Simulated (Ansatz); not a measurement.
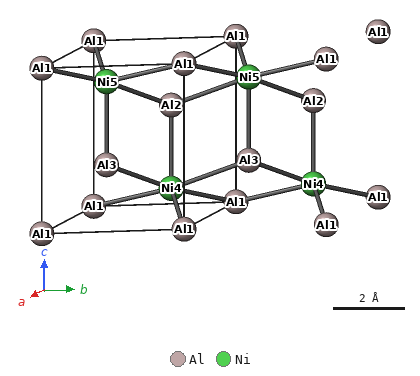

The input geometry (ball-and-stick view of the cell of the calculation, repeated 1 × 2 × 1, seen slightly off an axis; atoms are numbered from 1 in the order of the input).

**Run report: Al$_{3}$Ni$_{2}$, geometry relaxation (part 1 of 2)**

- system: Al$_{3}$Ni$_{2}$ (P-3m1, 5 atoms in the cell)
- method: DFT r2SCAN, scalar-relativistic, plane waves, PAW, no spin polarisation (Ansatz 0.2.0)

The structure derives from a Materials Project entry. It belongs to a series of runs on one base structure; here: biaxial strain in the a-b plane, c and atoms relaxed: +2.0 %. Figures and captions count atoms from 1; the log counts them from 0 in places.

Log:
```
Engine: ansatz 0.2.0, x86_64-unknown-linux-gnu
Pseudopotentials: kind: paw
Pseudopotential: Al, paw, valence charge 3, recommended cutoff 500 eV (meta_gga), Al.paw.azcp
Pseudopotential: Ni, paw, valence charge 18, recommended cutoff 500 eV (meta_gga), Ni.paw.azcp
Functional definition: r2SCAN
  parameter k0 = 0.174
  parameter k1 = 0.065
  parameter a1 = 4.9479
  exchange = r2scan_x(k0 = k0, k1 = k1, a1 = a1)
  correlation = r2scan_c
Crystal: 5 atoms, lattice volume = 69.477 Å³
Basis set: ecut = 500 eV, 1787 PW (Γ), exchange–correlation on 120×120×144 points (64 copies of the dense FFT grid, shifted against one another)
Bands: 28, of which v1, the nominal top of the filled ones, is band 23 counted from 1 (22 counted from 0)
Symmetry: 12 space group operations
Space group: P-3m1 (ITA 164), of the structure as read, at distance tolerance 4.1e-5 Å
k-points: 131 of 1152
Non-local potential: Al, projectors of the file, l = 0: 2, l = 1: 2, l = 2: 1
Non-local potential: Ni, projectors of the file, l = 0: 3, l = 1: 2, l = 2: 3, l = 3: 1
PAW form: soft (Blöchl's): semilocal exchange-correlation on the pseudo side does not see the compensation charge
PAW frozen core: Al, regenerated for the run's functional (the file was generated under x = pbe(κ = 0.804, μ = 0.2195149727645171), c = pbe(β = 0.06672455060314922))
PAW frozen core: Ni, regenerated for the run's functional (the file was generated under x = pbe(κ = 0.804, μ = 0.2195149727645171), c = pbe(β = 0.06672455060314922))
PAW one-centre angular grid: Al, 302 points (default); XC on 160 Gauss nodes
PAW one-centre angular grid: Ni, 590 points (default); XC on 160 Gauss nodes
Initial density: superposition of atomic densities (neutral atoms: chi_scale 0, normalization atom), corrected by the library's trained network
Initial wavefunctions: pseudopotential atomic-orbital guess
Functional: x = r2scan, c = r2scan; τ floored in thin density (d = 2e-4 eV/Å³)
SCF iter   1: F=—  HF=-13314.885089 eV  |F-HF|=—  |Δ(HF+E_count)|=         —  Δρ=2.74e-2  dr2=4.69e-1  dr2_τ=1.21e-1  ethr=1.77e-3  ⟨swp⟩=6.3  Hψ=16864  notcnv=0
preconditioner: auto → Kerker (q_TF=auto, 2.538 Å⁻¹)  [metal: Δε(μ)=0.025 eV  Ē_g=7.081 eV  σ=0.100 eV  W_gap=0.14  n_scr=20 (ndim 8)  ℏωp=24.0 eV  f_vac=0.000  D(μ)=1.14/eV (n_scr^D=2)]
SCF iter   2: F=—  HF=-13315.030554 eV  |F-HF|=—  |Δ(HF+E_count)|=   1.45e-1  Δρ=3.22e-2  dr2=4.12e-1  dr2_τ=2.57e-3  ethr=1.04e-3  ⟨swp⟩=3.0  Hψ=7318  notcnv=0  defer=160
SCF iter   3: F=—  HF=-13314.971225 eV  |F-HF|=—  |Δ(HF+E_count)|=   5.93e-2  Δρ=3.18e-3  dr2=1.32e-2  dr2_τ=5.84e-5  ethr=9.15e-4  ⟨swp⟩=2.2  Hψ=5361  notcnv=0  defer=160
SCF iter   4: F=—  HF=-13314.967259 eV  |F-HF|=—  |Δ(HF+E_count)|=   3.97e-3  Δρ=3.01e-3  dr2=3.53e-3  dr2_τ=2.38e-5  ethr=2.94e-5  ⟨swp⟩=2.1  Hψ=7005  notcnv=0  defer=159
SCF iter   5: F=—  HF=-13314.967313 eV  |F-HF|=—  |Δ(HF+E_count)|=   5.40e-5  Δρ=7.75e-4  dr2=3.63e-4  dr2_τ=2.32e-5  ethr=7.85e-6  ⟨swp⟩=2.6  Hψ=6012  notcnv=0  defer=159
SCF iter   6: F=—  HF=-13314.967328 eV  |F-HF|=—  |Δ(HF+E_count)|=   1.53e-5  Δρ=1.01e-3  dr2=4.21e-4  dr2_τ=2.51e-6  ethr=8.07e-7  ⟨swp⟩=2.0  Hψ=5188  notcnv=0  defer=159
SCF iter   7: F=—  HF=-13314.967365 eV  |F-HF|=—  |Δ(HF+E_count)|=   3.69e-5  Δρ=2.65e-4  dr2=2.79e-5  dr2_τ=3.90e-7  ethr=8.07e-7  ⟨swp⟩=1.9  Hψ=5188  notcnv=0  defer=159
SCF iter   8: F=—  HF=-13314.967372 eV  |F-HF|=—  |Δ(HF+E_count)|=   6.76e-6  Δρ=2.93e-5  dr2=8.88e-7  dr2_τ=1.27e-8  ethr=6.21e-8  ⟨swp⟩=2.7  Hψ=6432  notcnv=0  defer=159
SCF iter   9: F=—  HF=-13314.967372 eV  |F-HF|=—  |Δ(HF+E_count)|=   1.55e-7  Δρ=2.70e-5  dr2=3.89e-7  dr2_τ=1.88e-9  ethr=1.97e-9  ⟨swp⟩=2.0  Hψ=5352  notcnv=0  defer=159
SCF iter  10: F=-13314.967372 eV  HF=-13314.967372 eV  |F-HF|=4.74e-8  |Δ(HF+E_count)|=   3.22e-8  Δρ=9.97e-6  dr2=5.57e-8  dr2_τ=1.82e-10  ethr=2.22e-10  ⟨swp⟩=11.9  Hψ=28320  notcnv=0
SCF 1 converged in 10 iterations: F = -13314.967372 eV  dr2 = 5.57e-8
  greatest PAW one-centre occupation: 1.001 electrons in one spin orbital (limit 2), on the Ni atom at site 4 (counted from 0), in its partial waves of l = 1
relax step   1: F+E_penalty+E_count = -13314.96737168 eV  Δ(F+E_penalty+E_count) = +0.000e0 eV  max|allowed force component| = 3.596e-2 eV/Å  Δτ_max = 0.0000 Å  P = -3.473 GPa  Ω = 69.477 Å³  fix = [a, b, gamma]  reactions: a -6.095, b -6.095 GPa  (10 SCF iters, dr2 threshold 1.00e-7 eV, accepted)
Crystal: 5 atoms, lattice volume = 69.695 Å³
Basis set: ecut = 500 eV, 1811 PW (Γ), exchange–correlation on 120×120×144 points (64 copies of the dense FFT grid, shifted against one another)
Initial density: handed on by an earlier stage of this run
Initial wavefunctions: those handed on with the density
iter 1 solved again at ethr=3.96e-7 eV; its pass at ethr=3.10e-3 eV (dr2=1.78e-4 eV) is discarded
SCF iter   1: F=—  HF=-13314.968253 eV  |F-HF|=—  |Δ(HF+E_count)|=         —  Δρ=4.34e-4  dr2=1.46e-4  dr2_τ=9.84e-4  ethr=3.96e-7  ⟨swp⟩=2.2  Hψ=17982  notcnv=0
preconditioner: auto → Kerker (q_TF=auto, 2.536 Å⁻¹)  [metal: Δε(μ)=0.009 eV  Ē_g=6.939 eV  σ=0.100 eV  W_gap=0.05  n_scr=20 (ndim 8)  ℏωp=24.0 eV  f_vac=0.001  D(μ)=1.10/eV (n_scr^D=2)]
SCF iter   2: F=—  HF=-13314.969088 eV  |F-HF|=—  |Δ(HF+E_count)|=   8.35e-4  Δρ=3.58e-4  dr2=7.95e-5  dr2_τ=9.90e-7  ethr=3.25e-7  ⟨swp⟩=2.0  Hψ=6604  notcnv=0
SCF iter   3: F=—  HF=-13314.969090 eV  |F-HF|=—  |Δ(HF+E_count)|=   1.79e-6  Δρ=4.65e-4  dr2=9.95e-5  dr2_τ=4.20e-7  ethr=1.77e-7  ⟨swp⟩=2.1  Hψ=5259  notcnv=0
SCF iter   4: F=—  HF=-13314.969078 eV  |F-HF|=—  |Δ(HF+E_count)|=   1.19e-5  Δρ=6.87e-5  dr2=6.32e-6  dr2_τ=1.97e-7  ethr=1.77e-7  ⟨swp⟩=2.0  Hψ=4692  notcnv=0
SCF iter   5: F=—  HF=-13314.969078 eV  |F-HF|=—  |Δ(HF+E_count)|=   5.49e-7  Δρ=3.49e-5  dr2=1.11e-6  dr2_τ=5.59e-9  ethr=1.40e-8  ⟨swp⟩=2.5  Hψ=5521  notcnv=0
SCF iter   6: F=-13314.969077 eV  HF=-13314.969078 eV  |F-HF|=1.95e-7  |Δ(HF+E_count)|=   3.90e-9  Δρ=2.24e-5  dr2=2.75e-7  dr2_τ=2.02e-9  ethr=1.11e-9  ⟨swp⟩=10.1  Hψ=29750  notcnv=0
SCF 2 converged in 6 iterations: F = -13314.969077 eV  dr2 = 2.75e-7
relax step   2: F+E_penalty+E_count = -13314.96907731 eV  Δ(F+E_penalty+E_count) = -1.706e-3 eV  max|allowed force component| = 7.530e-3 eV/Å  Δτ_max = 0.0026 Å  P = -3.924 GPa  Ω = 69.695 Å³  energy of the carried Pulay correction = -8.609e-5 eV  fix = [a, b, gamma]  reactions: a -6.223, b -6.223 GPa  (6 SCF iters, dr2 threshold 5.00e-7 eV, accepted)
Crystal: 5 atoms, lattice volume = 69.833 Å³
iter 1 solved again at ethr=1.31e-7 eV; its pass at ethr=3.10e-3 eV (dr2=5.91e-5 eV) is discarded
SCF iter   1: F=—  HF=-13314.969178 eV  |F-HF|=—  |Δ(HF+E_count)|=         —  Δρ=2.66e-4  dr2=4.66e-5  dr2_τ=1.52e-4  ethr=1.31e-7  ⟨swp⟩=2.5  Hψ=17702  notcnv=0
preconditioner: auto → Kerker (q_TF=auto, 2.536 Å⁻¹)  [metal: Δε(μ)=0.008 eV  Ē_g=6.927 eV  σ=0.100 eV  W_gap=0.05  n_scr=20 (ndim 8)  ℏωp=23.9 eV  f_vac=0.001  D(μ)=1.10/eV (n_scr^D=2)]
SCF iter   2: F=—  HF=-13314.969335 eV  |F-HF|=—  |Δ(HF+E_count)|=   1.58e-4  Δρ=2.45e-4  dr2=4.16e-5  dr2_τ=2.11e-7  ethr=1.04e-7  ⟨swp⟩=2.0  Hψ=6601  notcnv=0
SCF iter   3: F=—  HF=-13314.969333 eV  |F-HF|=—  |Δ(HF+E_count)|=   2.12e-6  Δρ=2.28e-4  dr2=2.53e-5  dr2_τ=1.34e-7  ethr=9.24e-8  ⟨swp⟩=2.0  Hψ=4997  notcnv=0
SCF iter   4: F=—  HF=-13314.969330 eV  |F-HF|=—  |Δ(HF+E_count)|=   3.03e-6  Δρ=4.28e-5  dr2=2.25e-6  dr2_τ=2.87e-8  ethr=5.61e-8  ⟨swp⟩=2.3  Hψ=5211  notcnv=0
SCF iter   5: F=-13314.969330 eV  HF=-13314.969330 eV  |F-HF|=1.43e-7  |Δ(HF+E_count)|=   2.10e-7  Δρ=2.01e-5  dr2=4.26e-7  dr2_τ=2.58e-9  ethr=1.11e-9  ⟨swp⟩=7.9  Hψ=27590  notcnv=0
SCF 3 converged in 5 iterations: F = -13314.969330 eV  dr2 = 4.26e-7
relax step   3: F+E_penalty+E_count = -13314.96932990 eV  Δ(F+E_penalty+E_count) = -2.526e-4 eV  max|allowed force component| = 1.777e-3 eV/Å  Δτ_max = 0.0006 Å  P = -4.201 GPa  Ω = 69.833 Å³  energy of the carried Pulay correction = -1.405e-4 eV  fix = [a, b, gamma]  reactions: a -6.313, b -6.313 GPa  (5 SCF iters, dr2 threshold 5.00e-7 eV, accepted)
Crystal: 5 atoms, lattice volume = 69.838 Å³
iter 1 solved again at ethr=1.78e-9 eV; its pass at ethr=3.10e-3 eV (dr2=8.03e-7 eV) is discarded
SCF iter   1: F=—  HF=-13314.969328 eV  |F-HF|=—  |Δ(HF+E_count)|=         —  Δρ=2.15e-5  dr2=8.07e-7  dr2_τ=1.52e-6  ethr=1.78e-9  ⟨swp⟩=2.0  Hψ=17613  notcnv=0
SCF iter   2: F=—  HF=-13314.969329 eV  |F-HF|=—  |Δ(HF+E_count)|=   1.29e-6  Δρ=2.12e-5  dr2=3.90e-7  dr2_τ=2.43e-9  ethr=1.78e-9  ⟨swp⟩=2.1  Hψ=5630  notcnv=0
SCF iter   3: F=—  HF=-13314.969329 eV  |F-HF|=—  |Δ(HF+E_count)|=   7.41e-8  Δρ=3.55e-5  dr2=7.83e-7  dr2_τ=1.81e-9  ethr=8.67e-10  ⟨swp⟩=2.0  Hψ=5257  notcnv=0
SCF iter   4: F=—  HF=-13314.969329 eV  |F-HF|=—  |Δ(HF+E_count)|=   7.10e-8  Δρ=1.22e-5  dr2=7.63e-8  dr2_τ=1.54e-9  ethr=8.67e-10  ⟨swp⟩=2.0  Hψ=5065  notcnv=0
SCF iter   5: F=—  HF=-13314.969329 eV  |F-HF|=—  |Δ(HF+E_count)|=   7.85e-9  Δρ=3.65e-6  dr2=7.05e-9  dr2_τ=4.74e-11  ethr=1.69e-10  ⟨swp⟩=2.5  Hψ=5363  notcnv=0
SCF iter   6: F=—  HF=-13314.969329 eV  |F-HF|=—  |Δ(HF+E_count)|=  2.55e-10  Δρ=1.65e-6  dr2=1.47e-9  dr2_τ=7.23e-12  ethr=1.57e-11  ⟨swp⟩=2.3  Hψ=5832  notcnv=0
SCF iter   7: F=-13314.969329 eV  HF=-13314.969329 eV  |F-HF|=6.55e-11  |Δ(HF+E_count)|=  6.55e-11  Δρ=4.19e-7  dr2=8.96e-11  dr2_τ=3.59e-13  ethr=2.51e-12  ⟨swp⟩=7.0  Hψ=21029  notcnv=0
SCF 4 converged in 7 iterations: F = -13314.969329 eV  dr2 = 8.96e-11
relax step   4: F+E_penalty+E_count = -13314.96932893 eV  Δ(F+E_penalty+E_count) = +9.669e-7 eV  max|allowed force component| = 1.662e-4 eV/Å  Δτ_max = 0.0002 Å  P = -4.210 GPa  Ω = 69.838 Å³  energy of the carried Pulay correction = -1.425e-4 eV  fix = [a, b, gamma]  reactions: a -6.315, b -6.315 GPa  (7 SCF iters, dr2 threshold 1.13e-9 eV, accepted)
Initial wavefunctions: pseudopotential atomic-orbital guess (no wavefunctions were taken with the density)
iter 1 solved again at ethr=6.53e-7 eV; its pass at ethr=3.10e-3 eV (dr2=2.94e-4 eV) is discarded
SCF iter   1: F=—  HF=-13314.969455 eV  |F-HF|=—  |Δ(HF+E_count)|=         —  Δρ=5.74e-5  dr2=6.72e-8  dr2_τ=4.67e-8  ethr=6.53e-7  ⟨swp⟩=3.0  Hψ=25938  notcnv=0
eigensolver tolerance schedule: the retry pair's looser diagonalisation over-reported the residual by 4367.76 of it (diagonalisation noise at 11.48 of the residual, at the tolerance the schedule requests for it); recorded, not acted on — ethr = c·dr2/N_el stays at c = 1.0e-1
SCF iter   2: F=—  HF=-13314.969471 eV  |F-HF|=—  |Δ(HF+E_count)|=   1.62e-5  Δρ=3.73e-5  dr2=2.82e-7  dr2_τ=9.23e-8  ethr=1.49e-10  ⟨swp⟩=2.9  Hψ=8650  notcnv=0
SCF iter   3: F=—  HF=-13314.969475 eV  |F-HF|=—  |Δ(HF+E_count)|=   3.58e-6  Δρ=2.42e-5  dr2=1.62e-7  dr2_τ=2.47e-8  ethr=1.49e-10  ⟨swp⟩=2.0  Hψ=6602  notcnv=0
SCF iter   4: F=—  HF=-13314.969476 eV  |F-HF|=—  |Δ(HF+E_count)|=   1.20e-6  Δρ=1.88e-6  dr2=7.53e-10  dr2_τ=7.11e-11  ethr=1.49e-10  ⟨swp⟩=2.9  Hψ=6561  notcnv=0
SCF iter   5: F=—  HF=-13314.969476 eV  |F-HF|=—  |Δ(HF+E_count)|=   4.75e-9  Δρ=2.18e-6  dr2=1.46e-9  dr2_τ=1.54e-10  ethr=1.67e-12  ⟨swp⟩=2.0  Hψ=6604  notcnv=0
SCF iter   6: F=—  HF=-13314.969476 eV  |F-HF|=—  |Δ(HF+E_count)|=   6.84e-9  Δρ=2.83e-7  dr2=6.07e-12  dr2_τ=8.20e-12  ethr=1.67e-12  ⟨swp⟩=2.0  Hψ=5206  notcnv=0
SCF iter   7: F=-13314.969476 eV  HF=-13314.969476 eV  |F-HF|=3.64e-12  |Δ(HF+E_count)|=  3.84e-10  Δρ=6.18e-8  dr2=1.96e-12  dr2_τ=3.30e-14  ethr=1.00e-12  ⟨swp⟩=5.9  Hψ=17110  notcnv=0
SCF 5 converged in 7 iterations: F = -13314.969476 eV  dr2 = 1.96e-12
relax step   5: F+E_penalty+E_count = -13314.96947621 eV  Δ(F+E_penalty+E_count) = -1.473e-4 eV  max|allowed force component| = 1.561e-4 eV/Å  Δτ_max = 0.0000 Å  P = -4.208 GPa  Ω = 69.838 Å³  fix = [a, b, gamma]  reactions: a -6.314, b -6.314 GPa  stress off target by 4.64e-3 GPa on what of the cell is left free  SCF on the basis re-selected at this cell (its energy is not comparable with the rows above)  (7 SCF iters)
```

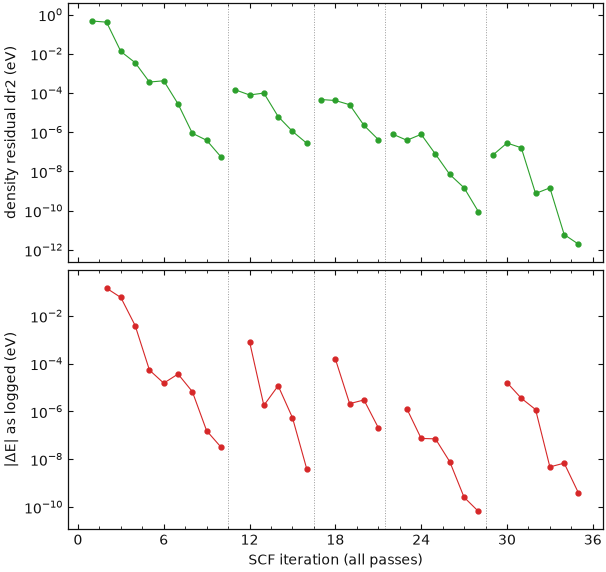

Convergence of the self-consistent field: density residual dr2 and size of the energy change against the SCF iteration. The dotted lines part the SCF passes of the relaxation: geometry steps, rejected trials and re-solves on a re-selected basis. The 5 passes take 5 to 10 iterations each, 35 in all.

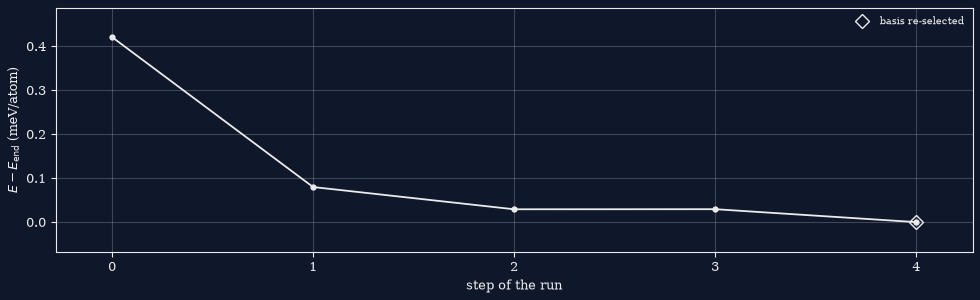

Progress of the relaxation, step by step (the first geometry is step 0 here and step 1 in the log).
